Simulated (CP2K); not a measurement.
## CdO: 6 runs along one coordinate

System: CdO (Fm-3m, 2 atoms in the cell).
Method: Kohn-Sham DFT of a periodic cell, LDA, GTH-PADE with UZH-TZVP basis, no spin polarisation (CP2K 2026.2).

The 6 runs differ only in the geometry, by an even scaling of the cell at fixed fractional positions. The structure derives from an entry of the Crystallography Open Database.

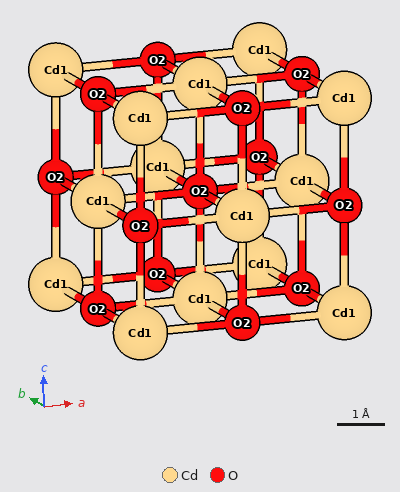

Figure 1. The structure of run 4 (ball-and-stick view of the cell 4 times as large as that of the calculation, set on its symmetry axes, seen slightly off an axis; atoms are numbered from 1 in the order of the input).

## Input of run 4
```
&GLOBAL
  PROJECT cdo_eos
  RUN_TYPE ENERGY_FORCE
  PRINT_LEVEL LOW
&END GLOBAL
&FORCE_EVAL
  METHOD QS
  STRESS_TENSOR ANALYTICAL
  &DFT
    BASIS_SET_FILE_NAME BASIS_MOLOPT_UZH
    POTENTIAL_FILE_NAME GTH_POTENTIALS
    WFN_RESTART_FILE_NAME previous-RESTART.kp
    &MGRID
      CUTOFF 600
      REL_CUTOFF 60
      NGRIDS 4
    &END MGRID
    &QS
      METHOD GPW
      EPS_DEFAULT 1.0E-9
    &END QS
    &KPOINTS
      SCHEME MONKHORST-PACK 10 10 10
      GAMMA_CENTERED T
      SYMMETRY T
      SYMMETRY_BACKEND SPGLIB
    &END KPOINTS
    &SCF
      SCF_GUESS RESTART
      EPS_SCF 1.0E-6
      MAX_SCF 100
      ADDED_MOS 10
      CHOLESKY OFF
      EPS_EIGVAL 1.0E-7
      &DIAGONALIZATION ON
        ALGORITHM STANDARD
      &END DIAGONALIZATION
      &MIXING ON
        METHOD BROYDEN_MIXING
        ALPHA 0.4
        BETA 1.5
        NBUFFER 8
      &END MIXING
      &SMEAR ON
        METHOD FERMI_DIRAC
        ELECTRONIC_TEMPERATURE [K] 580.226
      &END SMEAR
    &END SCF
    &XC
      &XC_FUNCTIONAL
        &LDA_X
        &END LDA_X
        &LDA_C_PW
        &END LDA_C_PW
      &END XC_FUNCTIONAL
    &END XC
    &PRINT
      &KPOINTS ON
      &END KPOINTS
      &MULLIKEN ON
      &END MULLIKEN
      &MO ON
        ENERGIES T
        OCCUPATION_NUMBERS T
        &EACH
          QS_SCF 0
        &END EACH
        ADD_LAST NUMERIC
      &END MO
    &END PRINT
  &END DFT
  &SUBSYS
    &CELL
      A 3.3447000072 0.0000000000 0.0000000000
      B 1.6723500036 2.8965951742 0.0000000000
      C 1.6723500036 0.9655317247 2.7309361201
      PERIODIC XYZ
    &END CELL
    &COORD
      SCALED
      Cd  0.0000000000 0.0000000000 0.0000000000
      O   0.5000000000 0.5000000000 0.5000000000
    &END COORD
    &KIND Cd
      BASIS_SET TZVP-MOLOPT-PBE-GTH-q12
      POTENTIAL GTH-PADE-q12
    &END KIND
    &KIND O
      BASIS_SET TZVP-MOLOPT-PBE-GTH-q6
      POTENTIAL GTH-PADE-q6
    &END KIND
    &PRINT
      &ATOMIC_COORDINATES ON
      &END ATOMIC_COORDINATES
      &CELL ON
      &END CELL
    &END PRINT
  &END SUBSYS
  &PRINT
    &FORCES ON
    &END FORCES
    &STRESS_TENSOR ON
    &END STRESS_TENSOR
  &END PRINT
&END FORCE_EVAL
```

Command:
```bash
OMP_NUM_THREADS=2 cp2k.psmp -i cdo_eos.inp -o cdo_eos.out
```

Lattice vectors (Å) and fractional positions of run 4:
```
   3.344700    0.000000    0.000000
   1.672350    2.896595    0.000000
   1.672350    0.965532    2.730936
Cd  0.000000  0.000000  0.000000
O   0.500000  0.500000  0.500000
```

Run 3 differs from it as follows:
```diff
-      A 3.3447000072 0.0000000000 0.0000000000
-      B 1.6723500036 2.8965951742 0.0000000000
-      C 1.6723500036 0.9655317247 2.7309361201
+      A 3.3003941280 0.0000000000 0.0000000000
+      B 1.6501970640 2.8582251573 0.0000000000
+      C 1.6501970640 0.9527417191 2.6947605212
```

## Results, with one run withheld

```csv
run,volume per atom (Å³),"free energy per atom, from the lowest run given (meV)",pressure (GPa)
1,12.191,6.69,6.09
2,12.451,0.00,2.30
3,12.710,?,?
4,13.229,11.94,−6.69
5,13.488,24.70,−9.03
6,13.748,41.04,−11.11
```

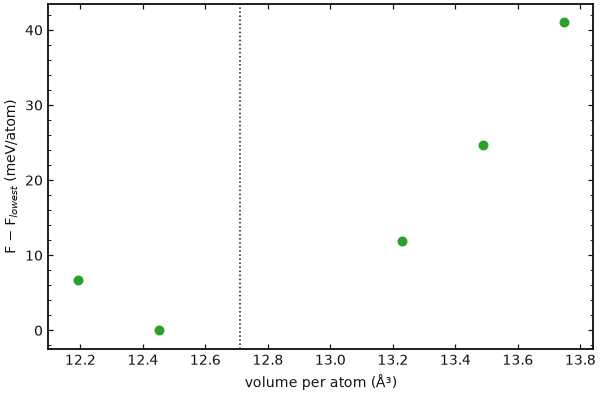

Figure 2. Free energy per atom of the runs given; the dotted line marks run 3.

Fit the runs given and predict run 3.

A cubic polynomial in V^(−2/3) (the Birch–Murnaghan form), fitted to the 5 runs given, misses them by at most 0.02 meV per atom. With x = V^(−2/3) − 0.18089 Å⁻², it reads F = 3.9853 − 2920.3 x + 4.0648e+05 x² + 8.463e+05 x³ (meV per atom). At run 3 it gives −0.94 meV per atom, and the run itself gives −0.96. The slope of the fit gives a pressure −dF/dV of −1.06 GPa there, and the run prints −1.06 GPa. The fit has its minimum at 12.624 Å³ per atom, where V d²F/dV² gives 159 GPa: the bulk modulus at this level, since symmetry fixes the shape and the positions.

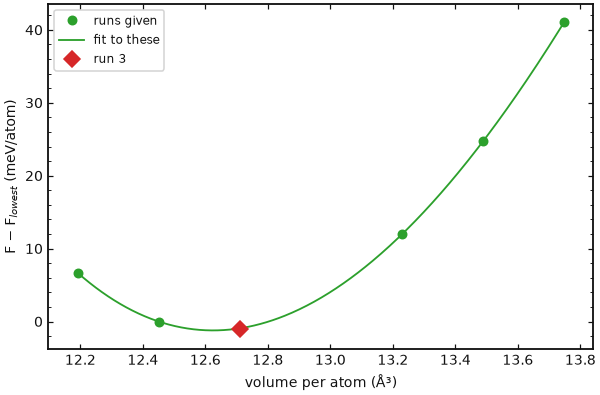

Figure 3. The fit and the withheld run.

## Some lines of the output (run 3)
```
[...]
 CELL| Volume [angstrom^3]:                                            25.420402
 CELL_REF| Volume [angstrom^3]:                                        25.420402
                        Smear method:                                FERMI_DIRAC
  Step     Update method      Time    Convergence         Total energy    Change
  Fermi energy:                                                 0.23760993110676
  Total energy:                                               -62.09776558327850
  Total energy (extrapolated to T->0):                        -62.09775575830390
 MO| E(Fermi):            0.237610 a.u.          6.465695 eV
 MO| Band gap:            0.231108 a.u.          6.288781 eV
 MO| Band gap:            0.231577 a.u.          6.301535 eV
 MO| Band gap:            0.230848 a.u.          6.281680 eV
 MO| Band gap:            0.237449 a.u.          6.461314 eV
 MO| Band gap:            0.235417 a.u.          6.406029 eV
```
